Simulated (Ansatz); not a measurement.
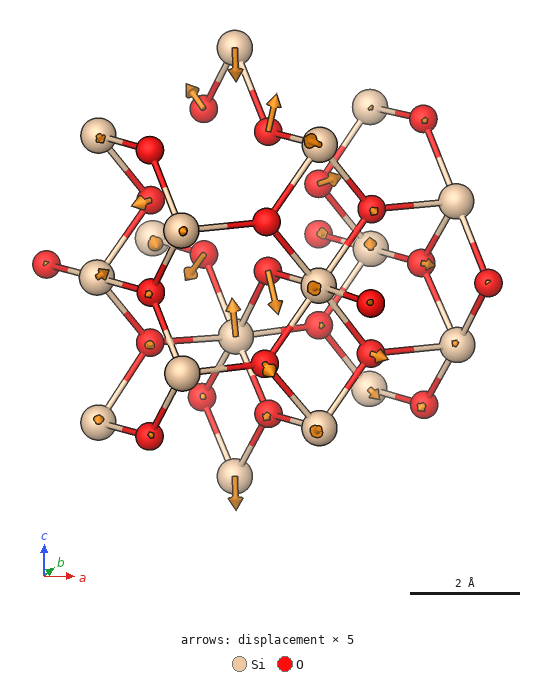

This is a relaxation of a defect cell of composition Si23O48 (cell charge −4). The starting structure is drawn; orange arrows show the displacements, 5 times their true length.

A ball-and-stick model of the atoms within 4.2 Å of the atom that moves most (axes of the cell of the calculation (origin shifted)), seen slightly off an axis.

Level of theory: DFT, PBEsol, PAW, plane waves (Ansatz 0.2.0). (plane-wave cutoff 420 eV; k-point mesh 1 × 1 × 1; mesh shifted by (0.25, 0.25, 0.25); no spin polarisation; atoms relaxed in a fixed cell; force threshold 0.03 eV/Å; at most 80 steps)

Question: What did the optimiser do to the structure, and how much energy did it gain?

Answer: After 4 geometry steps the energy has fallen by 6.105 eV per cell of the calculation. The largest force component goes from 8.4 to 0.009 eV/Å. The largest move is that of an O atom, 0.18 Å roughly along [1 −1 −2]. Largest moves by element: O 0.18 Å, Si 0.15 Å. The cell doesn't change. Near-neighbour distances that change, for instance: O–Si 1.861 → 1.638 Å, O–Si 1.832 → 1.653 Å, O–Si 1.805 → 1.637 Å, O–Si 1.708 → 1.847 Å. Among the angles between lasting bonds that change: O–Si–O 78.1° → 96.4°, Si–O–Si 129.1° → 142.3°, Si–O–Si 130.2° → 142.3°. Cost: 3.2 s on 1 × NVIDIA GB200 with 8 threads of Arm Neoverse-V2, peak memory 1.6 GiB.

Limits of the set-up: the periodic images lie only 8.0 Å apart, so the values are limited by the cell's size; the cell is charged, on a uniform background, and energies carry no finite-size correction.
